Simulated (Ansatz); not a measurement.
**MoTe$_{2}$: single-point calculation (part 1 of 3)**

System: MoTe$_{2}$ (P6₃/mmc, 6 atoms in the cell).
Method: DFT r2SCAN, scalar-relativistic, plane waves, PAW, spin-polarised (Ansatz 0.2.0).

The structure derives from an entry of the Crystallography Open Database. It belongs to a series of runs on one base structure; here: natural orbitals of the symmetric run, filled by rank. Figures and captions count atoms from 1; the log counts them from 0 in places.

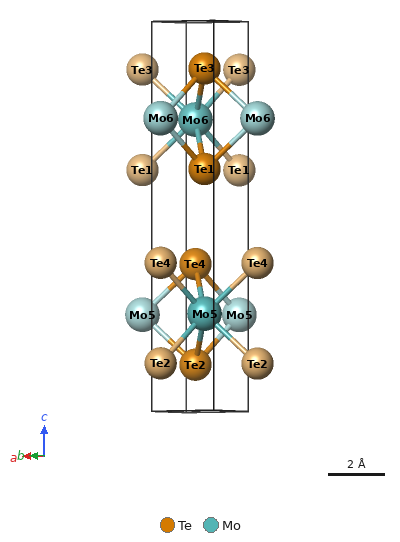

Fig. 1: The structure as given in the input (ball-and-stick view of the cell of the calculation, seen at an oblique angle; neighbours outside the cell are drawn fainter; atoms are numbered from 1 in the order of the input). An atom can appear more than once, as a periodic image. Near neighbours in the periodic cell (some may lie outside the picture): Te has 3 Mo at 2.72 Å; Mo has 6 Te at 2.72 Å.

Summary

```json
{"quantity": "outcome", "value": "converged"}
{"quantity": "space group (tolerance 0.01 Å)", "value": "P6₃/mmc (194)"}
{"quantity": "electrons treated", "value": "92"}
{"quantity": "free energy", "value": "−37916.2252 eV"}
{"quantity": "Fermi energy", "value": "12.853 eV"}
{"quantity": "gap on the k-point mesh", "value": "0.94 eV"}
{"quantity": "net moment of the cell", "value": "0.00 μB"}
{"quantity": "integrated absolute moment", "value": "0.00 μB"}
{"quantity": "pressure", "value": "2.24 GPa"}
{"quantity": "largest force (length of the vector)", "value": "0.074 eV/Å"}
{"quantity": "hardware", "value": "8 threads of Arm Neoverse V2, 24 GiB of memory available, shared host"}
{"quantity": "wall time", "value": "29 s (CPU time 3.7 min)"}
{"quantity": "peak memory", "value": "1.5 GiB"}
```

Notes

Warnings of the run: some starting moments were not kept; the typed occupations were not kept; the state was not tested for a lower one; the occupation matrices lower the symmetry.

Input
```yaml
crystal:
  lattice:
    - [3.51819974, 0.0, 0.0]
    - [-1.75909987, 3.04685035, 0.0]
    - [0.0, 0.0, 13.97359995]
  atoms:
    - { symbol: Te, position: [0.3333333333, 0.6666666667, 0.621] }
    - { symbol: Te, position: [0.6666666667, 0.3333333333, 0.121] }
    - { symbol: Te, position: [0.3333333333, 0.6666666667, 0.879] }
    - { symbol: Te, position: [0.6666666667, 0.3333333333, 0.379] }
    - { symbol: Mo, position: [0.3333333333, 0.6666666667, 0.25], spin: 2.0 }
    - { symbol: Mo, position: [0.6666666667, 0.3333333333, 0.75], spin: 2.0 }
basis:
  ecutwfc: 500
  ecutrho_ratio: 4
kpoints:
  mp_grid: { grid: [6, 6, 2] }
hamiltonian:
  xc: r2scan
  hubbard:
    sites:
      - { site: 4, l: d, u_eff: 0.0, starting_ns: [{ spin: up, occupation_matrix: s4up }, { spin: down, occupation_matrix: s4down }] }
      - { site: 5, l: d, u_eff: 0.0, starting_ns: [{ spin: up, occupation_matrix: s5up }, { spin: down, occupation_matrix: s5down }] }
    occupation_matrices:
      s4up:
        matrix:
          - [0.97, 0.0, 0.0, 0.0, 0.0]
          - [0.0, 0.02, 0.0, 0.0, 0.0]
          - [0.0, 0.0, 0.02, 0.0, 0.0]
          - [0.0, 0.0, 0.0, 0.02, 0.0]
          - [0.0, 0.0, 0.0, 0.0, 0.97]
      s4down:
        matrix:
          - [0.02, 0.0, 0.0, 0.0, 0.0]
          - [0.0, 0.02, 0.0, 0.0, 0.0]
          - [0.0, 0.0, 0.02, 0.0, 0.0]
          - [0.0, 0.0, 0.0, 0.02, 0.0]
          - [0.0, 0.0, 0.0, 0.0, 0.02]
      s5up:
        matrix:
          - [0.97, 0.0, 0.0, 0.0, 0.0]
          - [0.0, 0.02, 0.0, 0.0, 0.0]
          - [0.0, 0.0, 0.02, 0.0, 0.0]
          - [0.0, 0.0, 0.0, 0.02, 0.0]
          - [0.0, 0.0, 0.0, 0.0, 0.97]
      s5down:
        matrix:
          - [0.02, 0.0, 0.0, 0.0, 0.0]
          - [0.0, 0.02, 0.0, 0.0, 0.0]
          - [0.0, 0.0, 0.02, 0.0, 0.0]
          - [0.0, 0.0, 0.0, 0.02, 0.0]
          - [0.0, 0.0, 0.0, 0.0, 0.02]
    ns_hold: { iters: 10 }
scf:
  occupations: { method: gaussian, width: 0.05 }
  lower_state_search: "off"
  max_iter: 150
output:
  forces: true
  stress: true
  eigenvalues: true
  populations: true
  hubbard: { sites: [{ site: 4, l: d }, { site: 5, l: d }] }
  write_density: true
  write_potential: true
  elf: true
  volumetric_format: npy
magnetization:
  spin_polarized: true
```

Run as:
```bash
ansatz run input.yaml --threads 8 --pin off --max-ram 12288MiB --backend cpu --events-out ev --progress --plain --runs-dir out
```

Output
```
Warning: crystal.symmetry: narrowed to the stabiliser of the occupation matrices — unitary ops 24 → 8; lowered by the specified shells (site 4, l: d), (site 5, l: d); largest admitted image defect 8.9e-16, smallest excluded 7.1e-1 — at a splitting's scale: the group the occupation matrices' own texture admits
Te: projections on atomic orbitals take those of the free atom [Kr] 4d10 5s2 5p4, of charge +0.00 (hamiltonian.pseudopotentials.projection_atoms); the dataset's partial waves leave at most 7.8e-6 of an orbital's norm unspanned inside its sphere
Mo: projections on atomic orbitals take those of the free atom [Ar 3d10] 4s2 4p6 4d5 5s1, of charge +0.00 (hamiltonian.pseudopotentials.projection_atoms); the dataset's partial waves leave at most 6.0e-6 of an orbital's norm unspanned inside its sphere
Engine: ansatz 0.2.0, aarch64-unknown-linux-gnu
Pseudopotentials: kind: paw
Pseudopotential: Te, paw, valence charge 16, recommended cutoff 500 eV (meta_gga), Te.paw.azcp
Pseudopotential: Mo, paw, valence charge 14, recommended cutoff 500 eV (meta_gga), Mo.paw.azcp
Functional definition: r2SCAN
  parameter k0 = 0.174
  parameter k1 = 0.065
  parameter a1 = 4.9479
  exchange = r2scan_x(k0 = k0, k1 = k1, a1 = a1)
  correlation = r2scan_c
Crystal: 6 atoms, lattice volume = 149.789 Å³
Basis set: ecut = 500 eV, 3795 PW (Γ), exchange–correlation on 108×108×432 points (64 copies of the dense FFT grid, shifted against one another)
Bands: 58, of which v1, the nominal top of the filled ones, is band 46 counted from 1 (45 counted from 0)
Symmetry: 8 space group operations
k-points: 26 of 72
Non-local potential: Te, projectors of the file, l = 0: 2, l = 1: 2, l = 2: 2, l = 3: 2
Non-local potential: Mo, projectors of the file, l = 0: 3, l = 1: 2, l = 2: 2, l = 3: 1
PAW form: soft (Blöchl's): semilocal exchange-correlation on the pseudo side does not see the compensation charge
PAW frozen core: Te, regenerated for the run's functional (the file was generated under x = pbe(κ = 0.804, μ = 0.2195149727645171), c = pbe(β = 0.06672455060314922))
PAW frozen core: Mo, regenerated for the run's functional (the file was generated under x = pbe(κ = 0.804, μ = 0.2195149727645171), c = pbe(β = 0.06672455060314922))
PAW one-centre angular grid: Te, 590 points (default); XC on 160 Gauss nodes
PAW one-centre angular grid: Mo, 590 points (default); XC on 160 Gauss nodes
Initial density: superposition of atomic densities (chi_scale 0.1, normalization cell)
Starting moments: Σ|m| = 4 μB on 2 of 6 sites
Initial wavefunctions: pseudopotential atomic-orbital guess
Functional: x = r2scan, c = r2scan; τ floored in thin density (d = 2e-4 eV/Å³)
```
